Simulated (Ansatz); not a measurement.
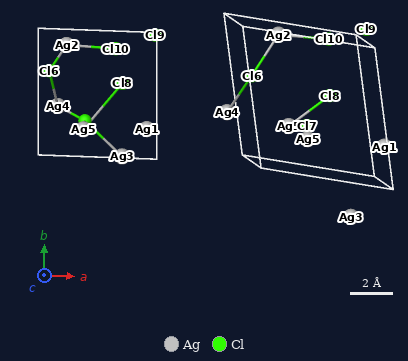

Two geometries of an amorphous cell of composition AgCl (coarse preliminary run), drawn at one scale. One is the start of a relaxation, the other its converged end. Style: ball-and-stick. Shown: the cell of the calculation, along the c axis.

Theory: Ansatz, DFT PBE, scalar-relativistic, plane waves, PAW. (plane-wave cutoff 420 eV; k-point mesh 2 × 2 × 2; occupations gaussian; smearing width 0.1 eV; mesh shifted by (0.5, 0.5, 0.5); no spin polarisation; cell and atoms relaxed; force threshold 0.04 eV/Å; at most 70 steps)

### Which geometry has the lower energy?

The right one is the relaxed one. Case: atoms packed at random at 1.00 times the crystal's volume. The atom that moves furthest relative to the cell is Ag3 (2.23 Å along [0 −3 1]). By element the largest moves are Ag 2.23 Å, Cl 1.24 Å. Cell: a 5.702 → 6.529 Å (+14.5 %), b 6.085 → 6.926 Å (+13.8 %), c 6.396 → 6.960 Å (+8.8 %), α 93.9° → 104.7°, β 86.3° → 71.1°, γ 92.3° → 107.8°. Volume +26.5 %. Some distances before and after: Ag4–Cl7 2.402 → 5.542 Å, Ag4–Cl10 5.532 → 3.255 Å, Ag3–Cl7 2.615 → 4.861 Å, Ag1–Cl9 2.474 → 4.686 Å. New bonds form, among them: Ag1–Cl9 (another periodic image) (4.81 → 2.89 Å), Ag3–Cl6 (3.81 → 2.81 Å), Ag3–Cl7 (another periodic image) (4.88 → 2.93 Å). Bonds break, among them: Ag1–Cl9 (2.47 → 4.69 Å), Ag2–Cl9 (2.56 → 3.89 Å), Ag3–Cl7 (2.62 → 4.86 Å), Ag4–Cl7 (2.40 → 5.54 Å). Among the angles between lasting bonds that change: Cl8–Ag4–Cl9 87.1° → 171.6°, Cl8–Ag3–Cl10 92.7° → 158.0°, Cl6–Ag2–Cl7 107.3° → 154.6°. Over 22 accepted moves (25 points after the start) the energy falls by 3.497 eV per cell of the calculation. The largest force component goes from 1.5 to 0.027 eV/Å. The pressure goes from 5.37 to 0.00 GPa. The line search rejected the trial step at point 22 of the run. At 2 points the geometry stayed and the basis and grid were re-selected for the new cell (energy shift of 77.1 meV per cell of the calculation at most each time). The run took 4 min on 2 threads of Arm Neoverse N1 (shared host), peak memory 0.55 GiB.

Limits of the set-up: the periodic images lie only 5.7 Å apart, so the values are limited by the cell's size.
